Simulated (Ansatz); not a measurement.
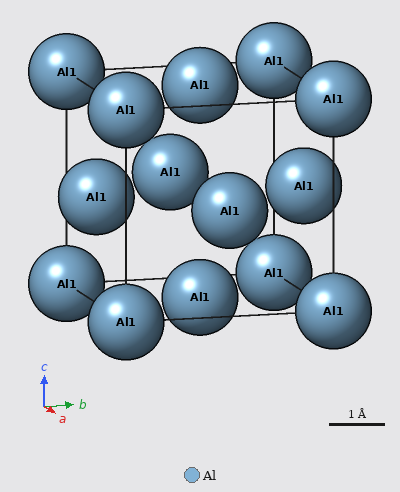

*The structure as given in the input (spheres-only view of the cell 4 times as large as that of the calculation, set on its symmetry axes, seen slightly off an axis; atoms are numbered from 1 in the order of the input). An atom can appear more than once, as a periodic image.*

**Al: single-point calculation**

System: Al (Fm-3m, 1 atom in the cell).
Method: DFT r2SCAN, scalar-relativistic, plane waves, PAW, no spin polarisation (Ansatz 0.2.0).

The structure derives from an entry of the Crystallography Open Database. It belongs to a series of runs on one base structure; here: bulk in the cell of the (1 1 1) plane. Figures and captions count atoms from 1; the log counts them from 0 in places.

Log
```
Warning: crystal.symmetry: narrowed to the stabiliser of the k-point mesh — unitary ops 48 → 4; excluded 44 operations that carry a point of the 12×12×15 mesh (shift [0, 0, 0]) off the mesh (the run samples exactly the mesh kpoints.mp_grid names, as under crystal.symmetry.detect: false, and its converged state has the mesh's symmetry, not the crystal's; ε∞, the Born charges and the force constants of a linear response (`dielectric:` by the response, `phonons.method: dfpt`) are averaged over those of the crystal's operations that the state keeps within a tolerance, where `mesh_tensors`, `unaveraged_element` or `gamma_mean_max_change_ev_ang2` stands beside them; a row that `dielectric.field_direction` solves alone is averaged likewise, with nothing beside; a Γ-centred mesh of equal divisions is mapped onto itself by every operation and keeps the whole group, as does a half-shifted one under kpoints.further_shifts: images)
Engine: ansatz 0.2.0, aarch64-unknown-linux-gnu
Pseudopotentials: kind: paw
Pseudopotential: Al, paw, valence charge 3, recommended cutoff 500 eV (meta_gga), Al.paw.azcp
Functional definition: r2SCAN
  parameter k0 = 0.174
  parameter k1 = 0.065
  parameter a1 = 4.9479
  exchange = r2scan_x(k0 = k0, k1 = k1, a1 = a1)
  correlation = r2scan_c
Crystal: 1 atoms, lattice volume = 15.904 Å³
Basis set: ecut = 500 eV, 411 PW (Γ), exchange–correlation on 96×96×96 points (64 copies of the dense FFT grid, shifted against one another)
Bands: 6, of which v1, the nominal top of the filled ones, is band 2 counted from 1 (1 counted from 0)
Symmetry: 4 space group operations
k-points: 589 of 2160
Non-local potential: Al, projectors of the file, l = 0: 2, l = 1: 2, l = 2: 1
PAW form: soft (Blöchl's): semilocal exchange-correlation on the pseudo side does not see the compensation charge
PAW frozen core: Al, regenerated for the run's functional (the file was generated under x = pbe(κ = 0.804, μ = 0.2195149727645171), c = pbe(β = 0.06672455060314922))
PAW one-centre angular grid: Al, 302 points (default); XC on 160 Gauss nodes
Initial density: superposition of atomic densities (neutral atoms: chi_scale 0, normalization atom), corrected by the library's trained network
Initial wavefunctions: pseudopotential atomic-orbital guess
Functional: x = r2scan, c = r2scan; τ floored in thin density (d = 2e-4 eV/Å³)
SCF iter   1: F=—  HF=-540.408898 eV  |F-HF|=—  |Δ(HF+E_count)|=         —  Δρ=3.20e-3  dr2=1.80e-3  dr2_τ=4.93e-3  ethr=1.77e-3  ⟨swp⟩=4.8  Hψ=30664  notcnv=0
preconditioner: auto → none  [metal: Δε(μ)=0.041 eV  Ē_g=14.437 eV  σ=0.100 eV  W_gap=0.22  n_scr=0 (ndim 8)  ℏωp=16.1 eV  f_vac=0.000  D(μ)=0.35/eV (n_scr^D=0)]
SCF iter   2: F=—  HF=-540.416256 eV  |F-HF|=—  |Δ(HF+E_count)|=   7.36e-3  Δρ=2.26e-3  dr2=8.85e-4  dr2_τ=2.47e-6  ethr=5.99e-5  ⟨swp⟩=2.0  Hψ=11507  notcnv=0  defer=269
SCF iter   3: F=—  HF=-540.416190 eV  |F-HF|=—  |Δ(HF+E_count)|=   6.55e-5  Δρ=1.23e-3  dr2=2.54e-4  dr2_τ=7.57e-7  ethr=2.95e-5  ⟨swp⟩=1.0  Hψ=3270  notcnv=0  defer=269
SCF iter   4: F=—  HF=-540.416173 eV  |F-HF|=—  |Δ(HF+E_count)|=   1.76e-5  Δρ=4.29e-4  dr2=2.98e-5  dr2_τ=3.85e-8  ethr=8.48e-6  ⟨swp⟩=1.0  Hψ=3264  notcnv=0  defer=269
SCF iter   5: F=—  HF=-540.416172 eV  |F-HF|=—  |Δ(HF+E_count)|=   9.34e-7  Δρ=8.62e-5  dr2=1.18e-6  dr2_τ=1.38e-9  ethr=9.93e-7  ⟨swp⟩=1.0  Hψ=3264  notcnv=0  defer=269
SCF iter   6: F=-540.416172 eV  HF=-540.416172 eV  |F-HF|=1.33e-9  |Δ(HF+E_count)|=   4.12e-8  Δρ=1.12e-5  dr2=2.00e-8  dr2_τ=2.75e-11  ethr=3.33e-9  ⟨swp⟩=6.8  Hψ=16619  notcnv=0
SCF 1 converged in 6 iterations: F = -540.416172 eV  dr2 = 2.00e-8
  greatest PAW one-centre occupation: 0.437 electrons in one spin orbital (limit 2), on the Al atom at site 0 (counted from 0), in its partial waves of l = 0
```

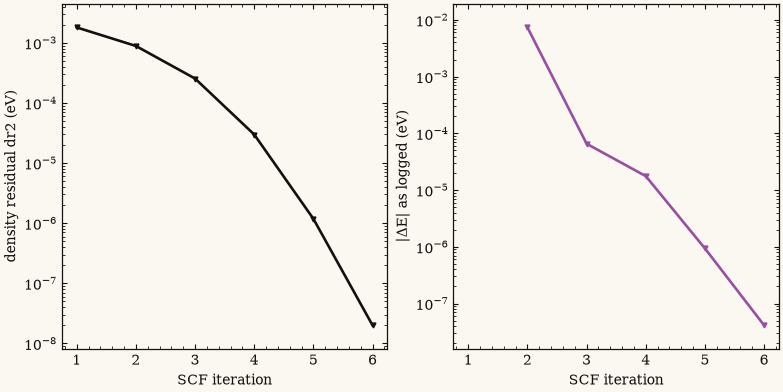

*Convergence of the self-consistent field: density residual dr2 and size of the energy change against the SCF iteration.*

The residual falls at every step.

```
SCF converged after 6 iterations
Free energy (F): -540.416172 eV
Harris-Foulkes:  -540.416172 eV  (|F-HF|=1.33e-9)
Internal energy: -540.414331 eV  (E = F + TS)
E sigma→0 (E₀):  -540.415252 eV
Entropy (-TS):   -0.001840 eV (-1.840 meV/atom)
Fermi energy:    8.341978 eV
--- Per-component energies (eV) ---
  E_band       = 10.616734
  E_kinetic    = 23.539176
  E_local      = 10.819319  (includes V_loc(G=0)·N_el)
  E_nonlocal   = 9.629736
  E_hartree    = 0.125338
  E_xc         = -36.924325
  E_vxc        = -31.431346  (∫ρ·V_xc dr)
  E_paw        = -473.121773  (= ΣΔE_a)
  E_vpaw       = -3.418266  (= ΣTr[D̂ρ^β])
  E_aug_tail   = -0.000001  (compensation charges beyond the density's cutoff)
  E_vtau       = 1.227443  (kinetic-family band-sum trace: ∫τ·v_τ [+ j·A + Jᵃ·Aᵃ] dr)
  E_ewald      = -74.421694
  E_core_change = -0.060108  (= ΣΔE_core)
  E_smearing   = -0.001840  (= −TS)
  E_closure    = 0.000000  (closes the sum)
  Σ components = -540.416172   (vs F -540.416172, Δ=0.00e0)
--- Forces (eV/Å), atoms counted from 1 ---
  atom   1  Al     0.00000000    -0.00000000     0.00000000
  max |Σ_I F_I| component: 3.85e-34 eV/Å
--- Stress (GPa, compression-positive) ---
        1.365546       0.079227      -0.012682
        0.079227       1.274063      -0.007322
       -0.012682      -0.007322      -2.005492
  P = ⅓ Tr σ = 0.2114 GPa (2.114 kbar)
--- Band table (eV; the first three rows and the last of 589) ---
  k-point 0: bands = ["-3.7399", "21.8513", "21.8518", "21.8520", "24.1135", "24.1140"]
  k-point 1: bands = ["-3.6085", "19.8885", "21.5170", "21.5175", "24.5864", "24.6554"]
  k-point 2: bands = ["-3.2152", "17.0058", "20.9522", "20.9527", "24.4478", "25.7733"]
  k-point 588: bands = ["3.0957", "3.9488", "19.8873", "19.9970", "21.2466", "21.7576"]
```

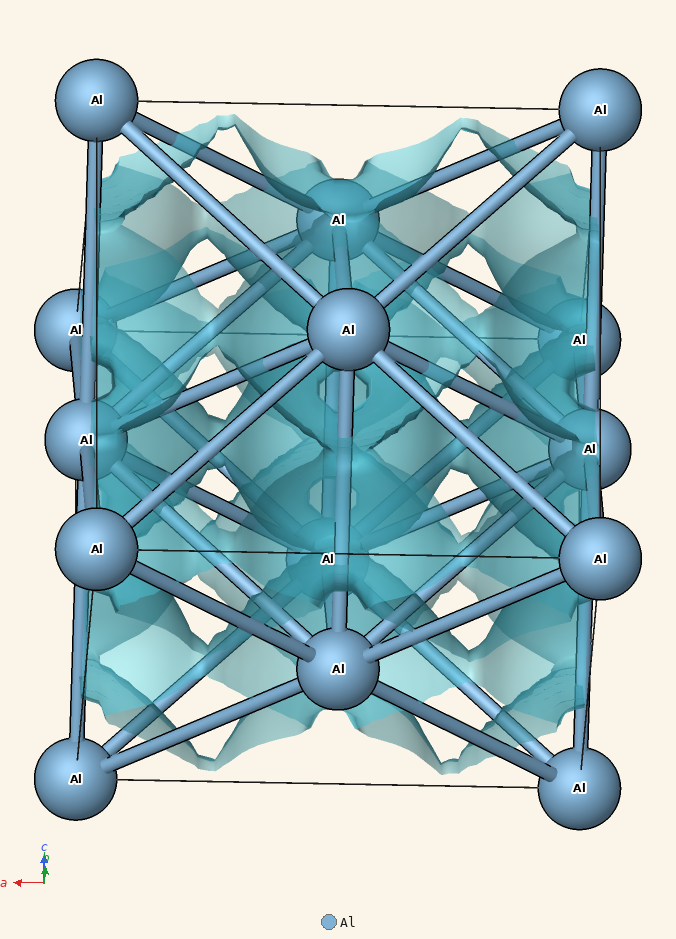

*Isosurface of the ELF at 0.5 (cyan), seen at an oblique angle. Core shells and regions of very low density are left out. Sticks mark near contacts. The outline is the cell set on symmetry axes.*

The ELF exceeds this value in one network that runs through the whole crystal, counted in one cell of 4 atoms. Along the contacts the grid gives the following. Al–Al (2.82 Å): the ELF peaks at about 0.65 between the atoms. The fields are those of the smooth PAW valence density.

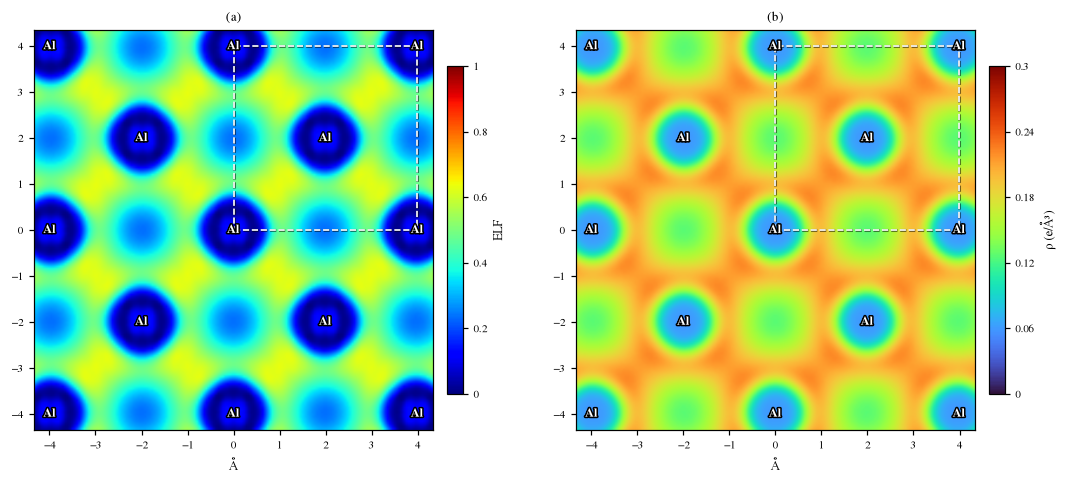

*(a) electron localisation function; (b) valence pseudo-density on the (100) plane of the conventional cell.*

The section cuts through Al sites. Al–Al (2.82 Å): ρ is about 0.21 e/Å³ halfway; the ELF peaks at about 0.65 between the atoms. Away from the nuclei the density in this plane falls to 0.13 e/Å³ at its lowest.

The run was set up as follows.

Input file
```yaml
crystal:
  lattice:
    - [2.8227735407, 0.0, 0.0]
    - [-1.4113867703, 2.4445935954, 0.0]
    - [1.4113867703, 0.8148645318, 2.3047849447]
  atoms:
    - { symbol: Al, position: [0.0, 0.0, 0.0] }
basis:
  ecutwfc: 500
kpoints:
  mp_grid: { grid: [12, 12, 15] }
hamiltonian:
  xc: r2scan
scf:
  occupations: { method: gaussian, width: 0.1 }
output:
  forces: true
  stress: true
  eigenvalues: true
  write_density: true
  write_potential: true
  elf: true
  volumetric_format: npy
```

Run as:
```bash
ansatz run input.yaml --threads 2 --pin off --max-ram 5120MiB --backend cpu --events-out ev --progress --plain --runs-dir out
```

Key numbers

| quantity | value |
| --- | --- |
| outcome | converged |
| space group (tolerance 0.01 Å) | Fm-3m (225) |
| electrons treated | 3 |
| free energy | −540.4162 eV |
| Fermi energy | 8.342 eV |
| gap on the k-point mesh | none (metallic) |
| pressure | 0.21 GPa |
| largest force (length of the vector) | under 0.001 eV/Å |
| hardware | 2 threads of Arm Neoverse V1, 24 GiB of memory available, shared host |
| wall time | 6.4 s (CPU time 12 s) |
| peak memory | 0.42 GiB |

Remarks

The program warns: the k-point mesh lowers the symmetry that the run can use.
